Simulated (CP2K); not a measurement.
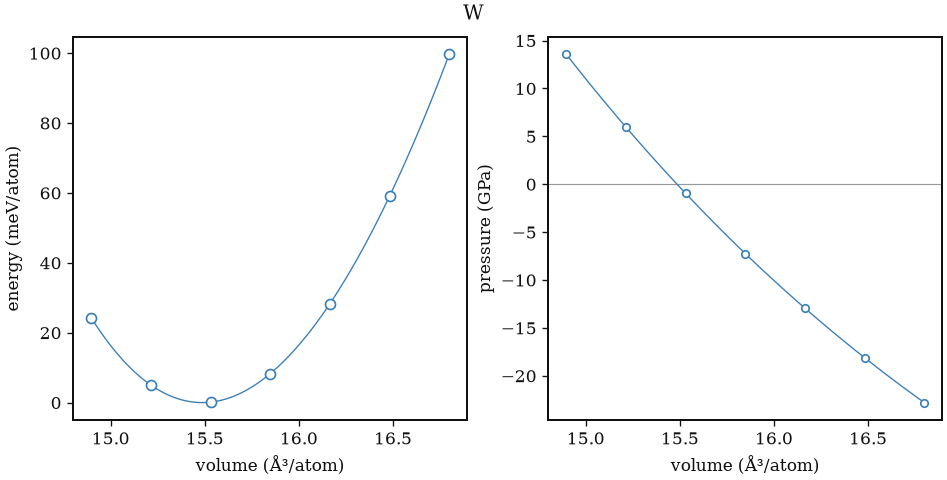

Method: DFT in Gaussian orbitals with a plane-wave density, no spin polarisation; energies at scaled volumes of the given cell, shape and fractions fixed, counted from the fit's minimum, third-order Birch-Murnaghan fit (CP2K 2026.2). Level: PBEsol with D4.

- k mesh: 12×12×12
- occupations: Fermi–Dirac
- smearing width: 0.05 eV
- potentials: GTH PBE with UZH TZVP basis
- density cutoff: 6123 eV
- program settings: ngrids 4, basis sets W TZVP-MOLOPT-PBE-GTH-q14, cutoff ry 450 Ry, rel cutoff ry 60 Ry

Cell as given: a = 2.741 Å, b = 2.741 Å, c = 2.741 Å, α = 109.47°, β = 109.47°, γ = 109.47°; 1 atom.

Figure. Energy and pressure against volume for W, space group Im-3m (No. 229).

A third-order Birch–Murnaghan fit gives V0 = 15.49 Å³/atom, B0 = 326 GPa and B′ = 3.7. The energy is 24.21 meV/atom at volume 14.90 Å³/atom and 99.66 meV/atom at 16.80 Å³/atom; the lowest computed point is at volume 15.53 Å³/atom (0.16 meV/atom), and no other minimum shows. The pressure falls from 13.56 GPa at volume 14.90 Å³/atom to −22.79 GPa at 16.80 Å³/atom, and changes sign near 15.49 Å³/atom.
